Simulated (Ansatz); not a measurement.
HfSiO$_{4}$

Space group I4_1/amd; not relaxed (largest force 0.3 eV/Å); the calculation finds a residual pressure of about 8 GPa at this fixed cell.

The calculation's input:

```
crystal:
  lattice:
    - [-3.28625, 3.28625, 2.9816]
    - [3.28625, -3.28625, 2.9816]
    - [3.28625, 3.28625, -2.9816]
  atoms:
    - { symbol: Hf, position: [0.75, 0.25, 0.5] }
    - { symbol: Hf, position: [0.0, 0.0, 0.0] }
    - { symbol: Si, position: [0.25, 0.75, 0.5] }
    - { symbol: Si, position: [0.5, 0.5, 0.0] }
    - { symbol: O, position: [0.1353, 0.3198, 0.8155] }
    - { symbol: O, position: [0.0698, 0.7543, 0.6845] }
    - { symbol: O, position: [0.5043, 0.3198, 0.1845] }
    - { symbol: O, position: [0.0698, 0.3853, 0.3155] }
    - { symbol: O, position: [0.6147, 0.9302, 0.6845] }
    - { symbol: O, position: [0.6802, 0.8647, 0.1845] }
    - { symbol: O, position: [0.2457, 0.9302, 0.3155] }
    - { symbol: O, position: [0.6802, 0.4957, 0.8155] }
basis:
  ecutwfc: 500
  fft_grid_basis: typed
kpoints:
  mp_grid: { grid: [6, 6, 6] }
hamiltonian:
  xc: pbe
scf:
  occupations: { method: gaussian, width: 0.05 }
output:
  forces: true
  stress: true
  eigenvalues: true
  bader: true
  write_density: true
  volumetric_format: npy
  elf: true
```

Command:

```sh
ansatz run input.yaml --threads 2 --pin off --max-ram 4096MiB --backend cpu --events-out ev --progress --plain --runs-dir out
```

The picture shows the conventional cell (a = 6.57 Å, b = 6.57 Å, c = 5.96 Å, α = 90.00°, β = 90.00°, γ = 90.00°).

Theory: DFT PBE, scalar-relativistic, plane waves, PAW in Ansatz 0.2.0.

### Predict the deformation density (crystal less neutral atoms): where will charge gather?

O–Si (1.62 Å): Δρ is +0.32 e/Å³ at the midpoint (inside or at the edge of a masked core, so read it with care).
- Hf–O (2.11 Å): Δρ is +0.03 e/Å³ at the midpoint (close to a masked core, so read it with care).
- Hf–Si (2.98 Å): Δρ is −0.04 e/Å³ at the midpoint, so little or no bond charge builds up halfway.
- Over the whole cell, outside the masked cores, the largest gain lies at the edge of the masked core of O, and the largest loss lies at the edge of the masked core of Si.
- The rearranged charge, half the integral of |Δρ|, is about 0.32 e an atom.
- Bader charges: Hf +2.72, Si +3.26 and O −1.49 e.

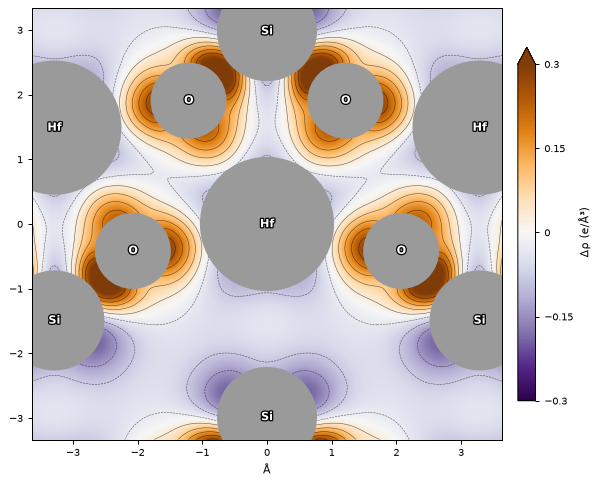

Computed deformation density: a map on the (010) plane of the conventional cell, with grey discs over the atomic cores.

Cores are masked to 1.0 Å (Hf), 0.8 Å (Si) and 0.6 Å (O).

Core electrons are frozen (PAW), so the fields are smoothed inside the atomic spheres.

The run took 51 s on 2 threads of Intel(R) Xeon(R) 6975P-C (Granite Rapids), on a shared host, peak memory 0.68 GiB.
